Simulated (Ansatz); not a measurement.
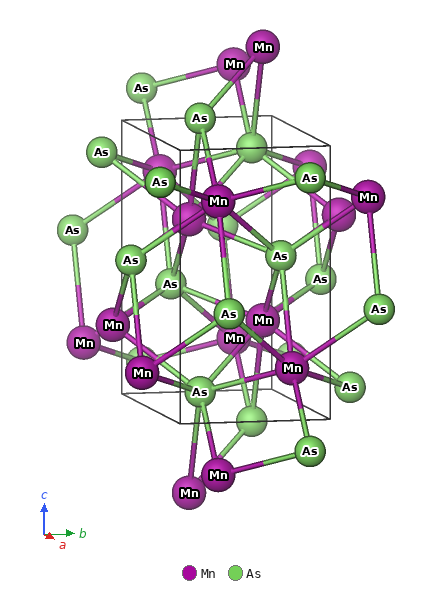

This ball-and-stick model is shown slightly off an axis. The conventional unit cell is outlined; an atom on or near a face, edge or corner is repeated at each equivalent position. Every bond is drawn to its end, so some atoms lie outside the box. Cell: a = 5.51 Å, b = 3.42 Å, c = 6.10 Å, α = 90.00°, β = 90.00°, γ = 90.00°.

The structure is a generated cell, made by putting these elements into a known structure type (the compound may or may not exist in this form); no relaxation was done. It was run through Ansatz as a DFT input.

In words:

The formula is MnAs. The structure has Pnma (No. 62) symmetry and a primitive orthorhombic lattice. Cell content 4 Mn, 4 As; Z = 4. The coordination shell of Mn holds six As at about 2.4 to 2.6 Å. Each As atom has six Mn at about 2.4 to 2.6 Å around it. Not all metal-metal contacts are counted. The bonds build a three-dimensional framework.

The calculation used Ansatz, DFT, PAW plane waves, PBE, with a basis cut at 420 eV, k-points about 0.34 Å⁻¹ apart, Fermi-Dirac smearing of 0.1 eV, collinear spins.

Which atoms carry magnetic moments in this run, and how do they order?

The state reached is ferromagnetic. Sizes: Mn 1.9 μB; net moment 7.2 μB in the run's cell of 8 atoms.

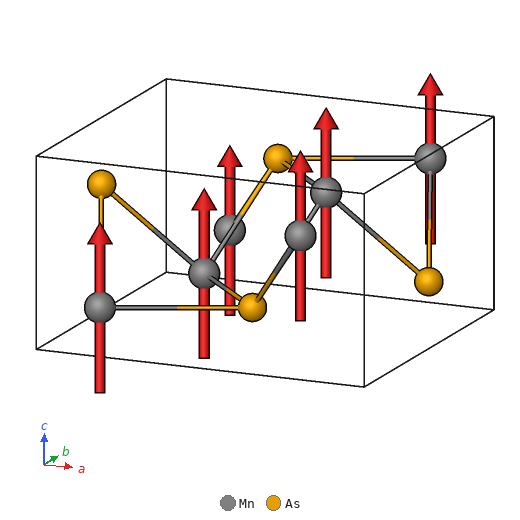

Site moments above 0.25 μB as arrows, small induced ones on non-metal atoms left out (red along the largest or up, blue against, purple across). The run's cell of 8 atoms is drawn, so axes and origin can differ from the first picture.

Classify it as metallic or gapped, with the value.

A metal: bands cross the Fermi level.

How are the electrons shared out in a Bader analysis?

Mn +0.53 e; As -0.53 e.

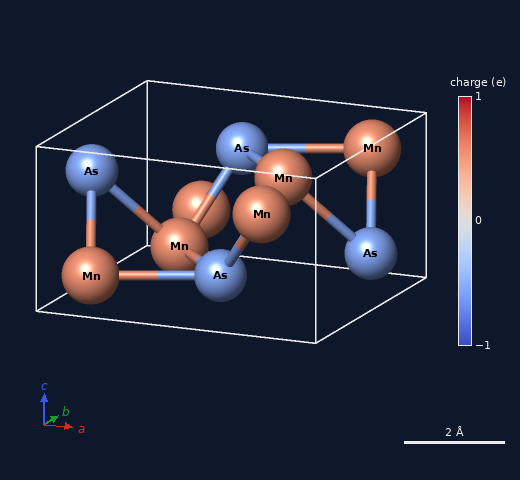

The atoms coloured by those charges. The run's cell of 8 atoms is drawn, so axes and origin can differ from the first picture.

Is this an equilibrium geometry for the method given?

No. The largest force is 0.43 eV/Å, on Mn. The pressure is -0.5 GPa. The stress isn't hydrostatic: its largest component is 2.9 GPa.

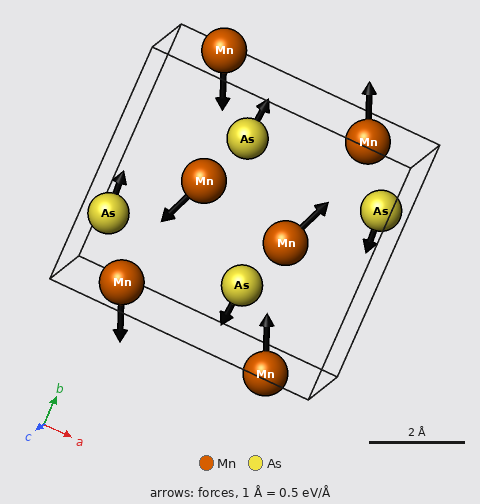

The forces as arrows. The run's cell of 8 atoms is drawn, so axes and origin can differ from the first picture.
